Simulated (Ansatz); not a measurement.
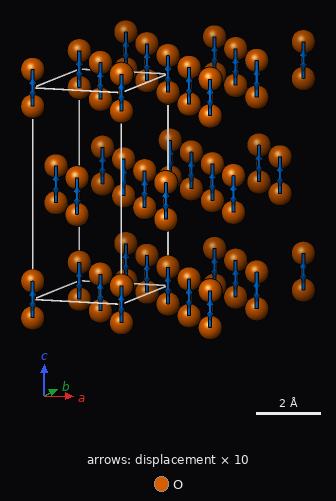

A relaxation of solid O (set up in Fmmm) (coarse preliminary run). The starting structure is drawn; blue arrows show the displacements (the part carried along by the change of the cell is left out), magnified 10 times.

Style: ball-and-stick. Shown: the conventional cell (4 times the calculation's cell), repeated 2 × 2 × 1 with one cell outlined, slightly off an axis. Lengths and directions refer to the drawn axes.

Theory: DFT PBE+D3(BJ), scalar-relativistic, plane waves, PAW in Ansatz.

Input file:
```yaml
crystal:
  lattice:
    - [0.0, 2.10755, 3.34485]
    - [1.47835, 0.0, 3.34485]
    - [1.47835, 2.10755, 0.0]
  atoms:
    - { symbol: O, position: [0.0871, 0.0871, 0.9129] }
    - { symbol: O, position: [0.9129, 0.9129, 0.0871] }
basis:
  ecutwfc: 420
kpoints:
  mp_grid: { grid: [8, 8, 8] }
hamiltonian:
  xc: pbe
  dispersion: d3bj
scf:
  occupations: { method: gaussian, width: 0.1 }
output:
  forces: true
  stress: true
  eigenvalues: true
relax:
  adjacent_minimum: "off"
  f_tol: 0.05
  max_steps: 80
  cell: { stress_tol: 0.5 }
```

> What did the optimiser do to the structure, and how much energy did it gain?

The largest moves relative to the cell, 0.096 Å, are those of O1 and O2. O1 goes along −c. Cell: a 2.957 → 3.290 Å (+11.3 %), b 4.215 → 3.504 Å (−16.9 %), c 6.690 → 8.059 Å (+20.5 %). Volume +11.4 %. Among the contacts that change: O1–O2 1.165 → 1.213 Å. The space group stays Fmmm (No. 69). The energy falls by 0.255 eV per cell of the calculation in 12 accepted moves (17 points after the start). The largest force component goes from 3.8 to 0.028 eV/Å. Pressure: 11.67 GPa at the start and 0.08 GPa at the end. The line search rejected the trial step at point 13 of the run. The SCF was repeated 4 times at an unchanged geometry on a basis and grid sized afresh for the cell, which shifted the energy by 23.1 meV per cell of the calculation at most. The run took roughly 28 core-seconds on a shared host.
